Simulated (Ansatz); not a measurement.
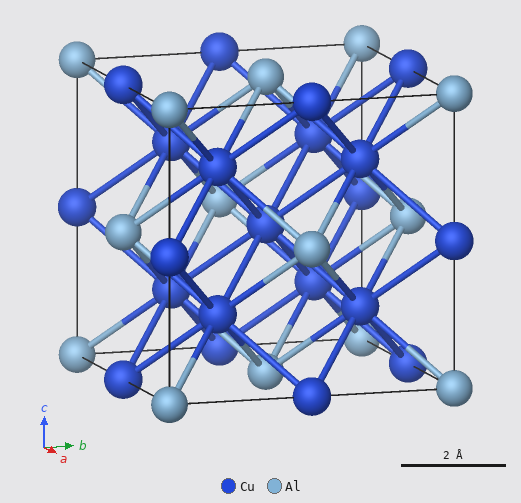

AlCu₃, D0₃ (BiF₃ or Fe₃Al type), space group Fm-3m (No. 225), a = 5.776 Å, b = 5.776 Å, c = 5.776 Å, α = 90.00°, β = 90.00°, γ = 90.00°. The image is a ball-and-stick drawing of a crystal, viewed slightly off an axis. The frame is the conventional unit cell; atoms at its boundary are shown with their periodic copies. This one geometry was run with four functionals. The cell is a structure listed in the Materials Project. It needn't be the stable form of this composition.

Alike in all runs: Ansatz 0.2.0; potentials Ansatz PAW; cutoff 420 eV; k mesh 5 × 5 × 5 on the run's cell of 4 atoms; occupations fermi-dirac, width 0.05 eV; no spin polarisation; no spin-orbit coupling. All runs are metallic.

```tsv
level	pressure (GPa)
LDA	?
PBEsol	-0.5
HSE06	5.0
PBE0	4.6
```

What does LDA give?

Pressure -5.9 GPa. That is the lowest pressure of all.

Order the levels by the equilibrium volume that these pressures point to, smallest first.

LDA (-5.9 GPa), PBEsol (-0.5 GPa), PBE0 (4.6 GPa), HSE06 (5.0 GPa). A higher pressure at one volume points to a larger equilibrium volume, as long as the bulk moduli are alike; rows a few tenths of a GPa apart can't be told apart.

Notes on single rows: LDA, PBEsol, HSE06 and PBE0: the k mesh is coarse (spacing up to 0.38 Å⁻¹), so the values aren't converged; HSE06 and PBE0: the k mesh is coarse (spacing up to 0.38 Å⁻¹), so the values aren't converged, least of all with exact exchange.

Caveat: rows whose functional differs from that of their potentials carry a shift in pressure and volume, which can reorder them.
